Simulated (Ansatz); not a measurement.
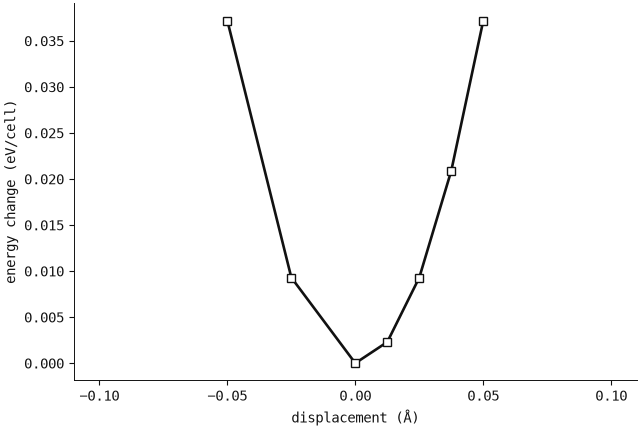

The picture above shows the energy change against displacement for AlN, space group P6_3/mmc (No. 194).

Starting cell:
```xyz
4
Lattice="3.3121 0.0000 0.0000 -1.6561 2.8684 0.0000 0.0000 0.0000 4.1876" Properties=species:S:1:pos:R:3 pbc="T T T"
Al    0.0000    1.9123    3.1407
Al    1.6561    0.9561    1.0469
N     0.0000    1.9123    1.0469
N     1.6561    0.9561    3.1407
```

Method: all atoms of one element of a crystal moved along a line, all else fixed, by plane-wave density functional theory with PAW datasets, free energies less that of the undisturbed cell; scalar-relativistic (Ansatz 0.2.0). Level: PBEsol, no spin polarisation.

- wave cutoff: 420 eV
- k mesh: 12×12×6
- occupations: Gaussian
- smearing width: 0.05 eV
- k shift: (0, 0, 0) (mesh steps)
- start: as given
- moved element: Al
- direction: (−0.866, −0.5, 0) (Cartesian unit vector)

The points at displacement −0.075, −0.025, 0.05 and 0.1 follow from computed ones by symmetry.

The points at displacement −0.1000 Å, −0.0750 Å, 0.0625 Å, 0.0750 Å, 0.0875 Å and 0.1000 Å are left out of the plot. What values does the calculation give there?

| displacement (Å) | energy change (eV/cell) |
| --- | --- |
| −0.1000 | 0.1502 |
| −0.0750 | 0.0841 |
| 0.0625 | 0.0583 |
| 0.0750 | 0.0841 |
| 0.0875 | 0.1147 |
| 0.1000 | 0.1502 |

Limits of the calculation: reference crystal is not relaxed.
